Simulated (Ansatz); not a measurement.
System MgO (space group P6_3/mmc, No. 194); source of the atomic positions: the input geometry of an electronic-structure calculation (not necessarily at equilibrium); the starting structure was generated, so it need not be a known form of this composition.

```cif
data_structure
_symmetry_space_group_name_H-M 'P 1'
_symmetry_Int_Tables_number 1
_cell_length_a 3.5209
_cell_length_b 3.5209
_cell_length_c 4.2374
_cell_angle_alpha 90.000
_cell_angle_beta 90.000
_cell_angle_gamma 120.000
_cell_volume 45.49
loop_
_atom_site_label
_atom_site_type_symbol
_atom_site_fract_x
_atom_site_fract_y
_atom_site_fract_z
_atom_site_occupancy
Mg1 Mg 0.66667 0.33333 0.75000 1
Mg2 Mg 0.33333 0.66667 0.25000 1
O1 O 0.66667 0.33333 0.25000 1
O2 O 0.33333 0.66667 0.75000 1
```

Describe the stacking along c, with columns A (0, 0), B (1/3, 2/3), C (2/3, 1/3) of the hexagonal mesh.

Mg(B)+O(C) – O(B)+Mg(C) (two layers in 4.24 Å).

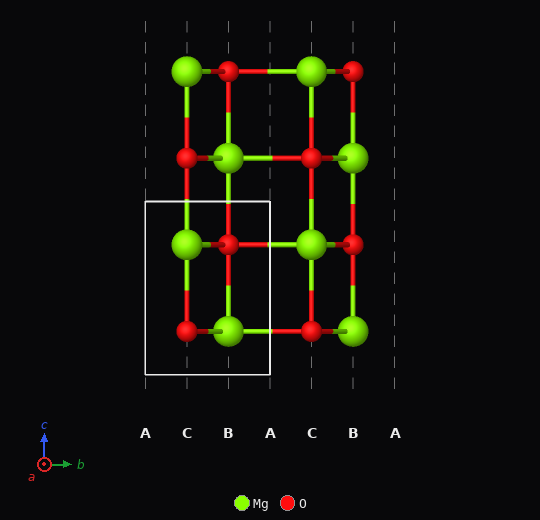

The picture looks along a close-packed row of the hexagonal mesh; c points upwards. The dashed lines mark the three columns A (0, 0), B (1/3, 2/3) and C (2/3, 1/3). The sequence starts with the first layer at or above the cell's origin.
